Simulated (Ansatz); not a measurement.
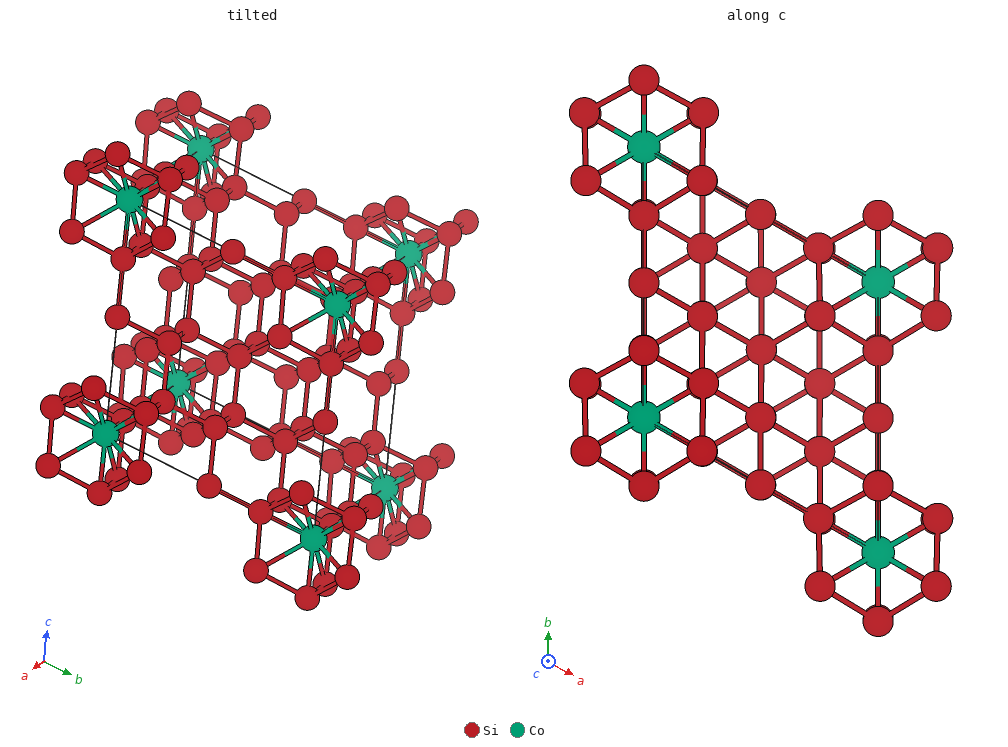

Drawn in the ball-and-stick manner and seen slightly off an axis and along the c axis. Lines trace the edges of the simulation cell. A few atoms beyond the faces are included. Cell: a = 9.356 Å, b = 9.356 Å, c = 9.356 Å, α = 109.47°, β = 109.47°, γ = 109.47°.

In words:

The material is CoSi$_{32}$. The cell comprises 1 formula unit: 1 Co, 32 Si. The Co atoms are each bonded to ten Si at about 2.4 to 2.7 Å. The bonds build a three-dimensional framework.

The model was built from a structure listed in the Materials Project, repeated into a supercell with a point defect put in. The cell was then strained or its atoms displaced on purpose. It went into a calculation with Ansatz.
